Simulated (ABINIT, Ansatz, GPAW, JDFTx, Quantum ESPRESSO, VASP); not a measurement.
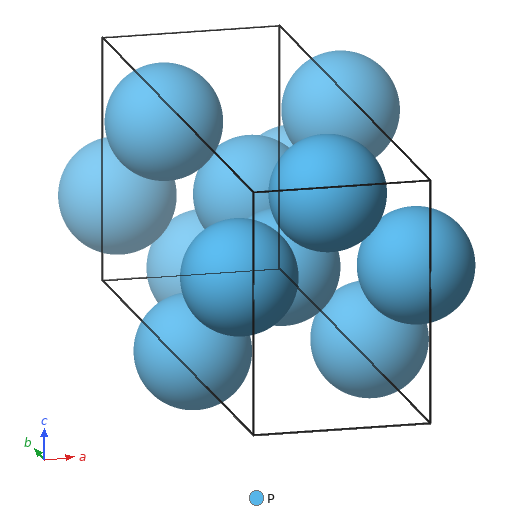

P, space group Cmce (No. 64), a = 3.295 Å, b = 10.930 Å, c = 4.544 Å, α = 90.00°, β = 90.00°, γ = 90.00° (20.46 Å³/atom). A space-filling rendering, viewed slightly off an axis. One conventional unit cell is framed, with atoms on its boundary repeated. The cell is a structure listed in the Materials Project.

The cell was scaled uniformly, at fixed shape and fractional positions, in seven programs or potential sets. Alike in all runs: functional PBE; k mesh 8 × 8 × 6 on the run's cell of 4 atoms; occupations fermi-dirac, width 0.05 eV; no spin polarisation; no spin-orbit coupling.

Energies from Quantum ESPRESSO (SSSP 1.3 efficiency):

```tsv
volume (Å³/atom)	E − E(lowest point) (meV/atom)
19.230	39.77
19.639	22.88
20.049	10.94
20.458	3.47
20.867	0.00
21.276	0.15
21.685	3.55
```

What equilibrium volume and bulk modulus do these points give?

V0 = 21.05 Å³/atom, B0 = 69.4 GPa and B0′ = 4.3. V0 lies 2.9 % above the volume of the cell as given.

The same fit in all programs:

| program | V0 (Å³/atom) | B0 (GPa) | B0′ |
| --- | --- | --- | --- |
| Quantum ESPRESSO (SSSP 1.3 efficiency) | 21.05 | 69.4 | 4.3 |
| GPAW (PAW data 1.2.1) | ? | ? | ? |
| VASP (PBE potentials, release 64 P) | 20.94 | 69.8 | 4.3 |
| ABINIT (JTH PAW PBE v2.0) | 21.03 | 69.5 | 4.3 |
| JDFTx (PseudoDojo 0.5 standard) | 21.04 | 69.0 | 4.3 |
| Ansatz LAPW (all-electron) | 21.03 | 69.1 | 4.3 |
| Ansatz (Ansatz PAW soft_1) | 21.03 | 69.2 | 4.3 |

What does GPAW (PAW data 1.2.1) give?

V0 = 21.11 Å³/atom, B0 = 69.1 GPa and B0′ = 4.3. The other rows span 20.94 to 21.05 Å³/atom and 69.0 to 69.8 GPa.

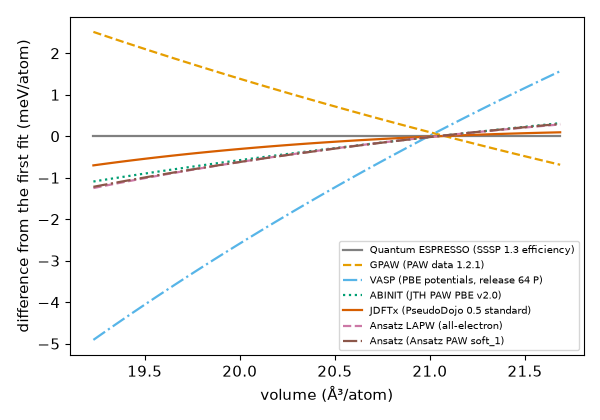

Each fitted curve, counted from its own minimum, less that of Quantum ESPRESSO (SSSP 1.3 efficiency). With one functional throughout, the spread comes from potentials, basis sets and numerical settings; B0′ is uncertain by a few tenths over so narrow a range.

Caveat: the cell was scaled at fixed shape and fractional positions, which overstates the stiffness of a crystal with free parameters, most of all of layers and chains.
